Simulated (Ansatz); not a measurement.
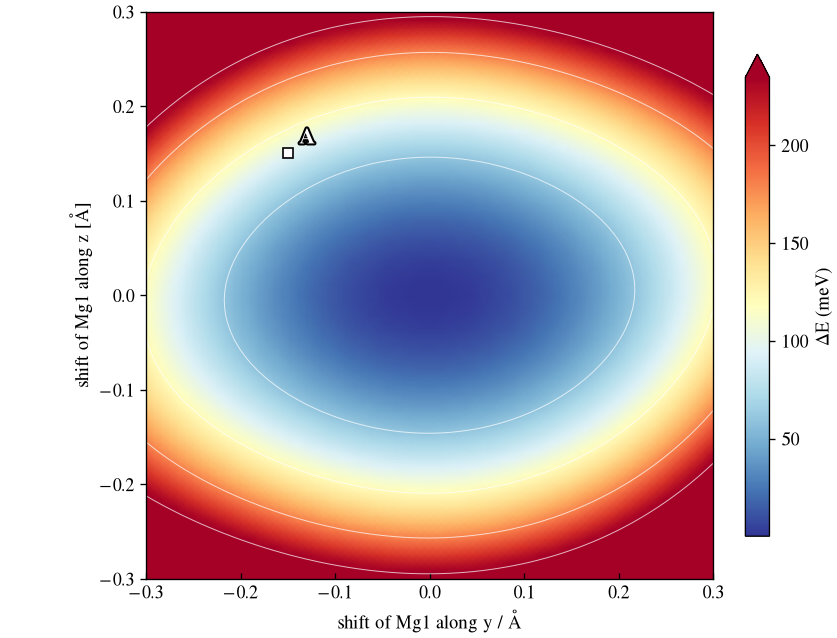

MgI₂ (P-3m1, No. 164; 3 atoms in the cell). Atom Mg1 is moved over a plane while all other atoms and the cell stay fixed (its periodic images move with it) (x along [1 0 0], y along [1 2 0], z along [0 0 1] of the conventional cell). Coordinates scanned: (1) shift of Mg1 along y; (2) shift of Mg1 along z. The scan uses a 5 × 5 grid; 13 points were computed and 12 follow by symmetry. Points are written as (first, second). Energies: meV per cell, counted from the lowest grid point. The reference cell is the one listed in the database, not relaxed at this level. Theory: DFT PBE, scalar-relativistic, plane waves, PAW in Ansatz. Settings: cutoff 420 eV, k-mesh 6×6×4 in the order of the run's cell vectors, gaussian smearing 0.05 eV, no spin polarisation.

In the figure: a smooth colour map with a few white contour lines, one colour for all values above the top of the scale, the point A. Between grid points the surface is interpolated.

### Is A at rest? If not, where is it pushed?

A, at (−0.15 Å, 0.15 Å), is not a stationary point. The computed force is 1 eV/Å in the plane, pointing down and right in the picture (components 0.46 and −0.89 eV/Å).
